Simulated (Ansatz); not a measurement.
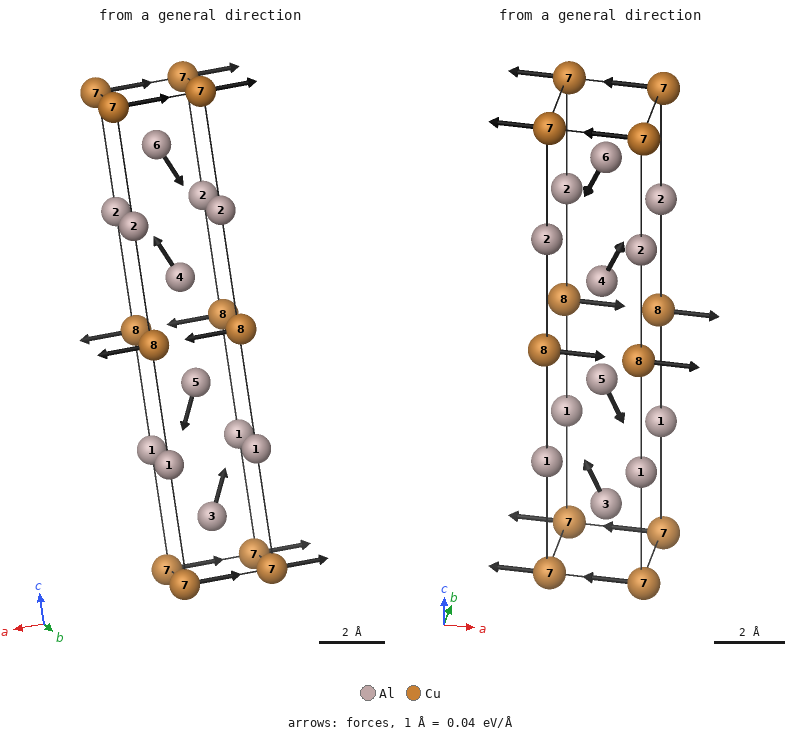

The figure gives a spheres-only picture of the atoms, viewed from two general directions. The simulation cell is drawn as a box. The arrows are the computed forces on the atoms.

System: Al$_{3}$Cu. Level of theory: Ansatz, DFT PBEsol, scalar-relativistic, plane waves, PAW. Settings were a cutoff energy of 420 eV, k-grid 18×18×4, Gaussian smearing of 0.15 eV, no spin polarisation.

Has this structure been optimised to equilibrium?

Answer. No. The atoms still feel forces of up to about 0.054 eV/Å, above a usual threshold of 0.01 to 0.03 eV/Å.

Which atom is pushed hardest?

Answer. Cu7 and Cu8, about 0.054 eV/Å.

Provenance: a structure listed in the Materials Project. The cell was then strained or its atoms displaced on purpose. A calculation with Ansatz used it as input.
